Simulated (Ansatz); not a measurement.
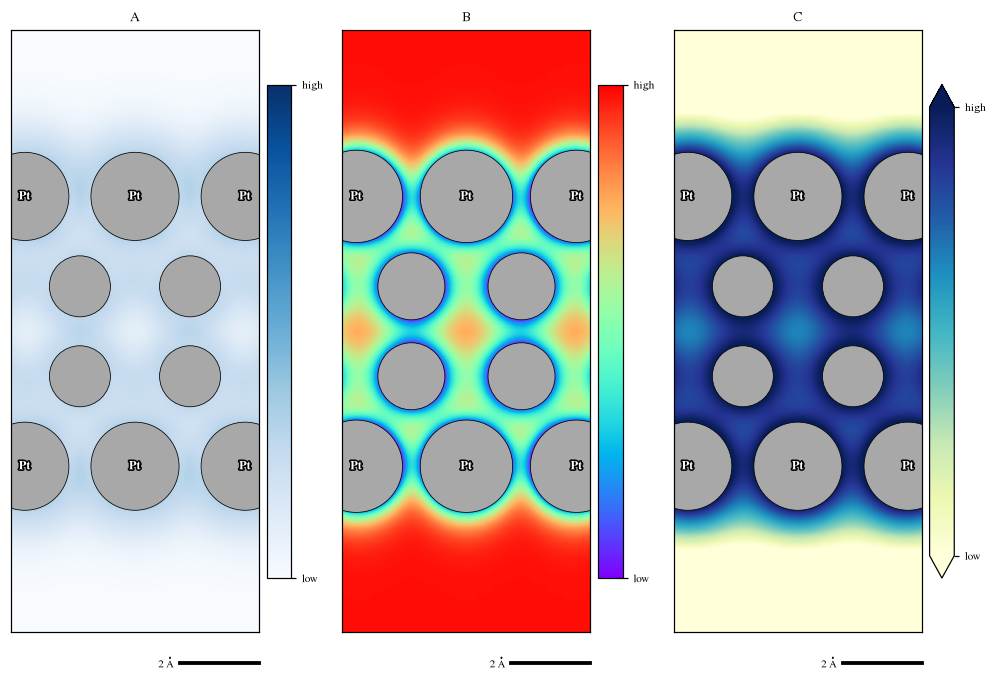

Pt (slab): 3 fields on the (11̄0) plane of the calculation cell, a cut from vacuum to vacuum, with unlabelled colour scales. Grey discs cover the atomic cores.

Changed on purpose from its base cell (repeats removed: 1).

The calculation used Ansatz, DFT r2SCAN, scalar-relativistic, plane waves, PAW.

Q: Match the panels to the quantities (electron localisation function, electrostatic potential energy of an electron and valence pseudo-density).

A: Panel A: electron localisation function. Panel B: electrostatic potential energy of an electron (low next to the atoms, rising into the space between them). Panel C: valence pseudo-density. From the grid: Pt–Pt (2.79 Å): ρ is about 0.37 e/Å³ halfway; the ELF is about 0.30 at the midpoint: no shared electron pair shows on this line.
